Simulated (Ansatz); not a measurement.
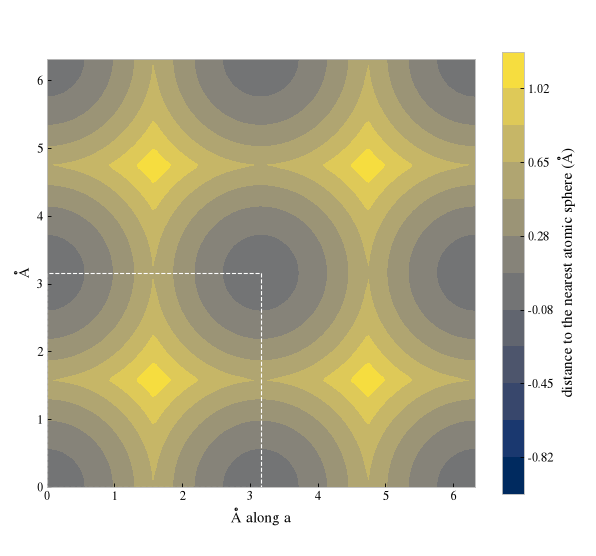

Map of the distance to the nearest atomic sphere in Sb (Pm-3m), computed on the section y = 0.500 (parallel to a and c; the dashed line is one cell). The black line marks the spheres' surfaces; positive values are empty space; unlabelled circles belong to atoms above or below the section.

Atoms are hard spheres with touching radii (half the shortest distance): Sb 1.58 Å.

Source of the atomic positions: a calculation's input that goes back to an entry of the Crystallography Open Database (an earlier step may have relaxed or displaced it).

```xyz
1
Lattice="3.1600 0.0000 0.0000 0.0000 3.1600 0.0000 0.0000 0.0000 3.1600" Properties=species:S:1:pos:R:3 pbc="T T T"
Sb    0.0000    0.0000    0.0000
```

### Where is the largest hole in this section, and how large is it?

At 0.500, 0.500, 0.500 (fractional), where the distance reaches 1.16 Å; it is enclosed by 8 Sb in a cubic arrangement. It is the largest hole of the crystal.

### How much of the crystal lies outside the spheres?

About 48 % of the cell's volume, and 100 % of this section's area.

### What can pass through?

The largest sphere that fits anywhere has a diameter of 2.31 Å; the largest that can travel through the crystal, about 1.3 Å.
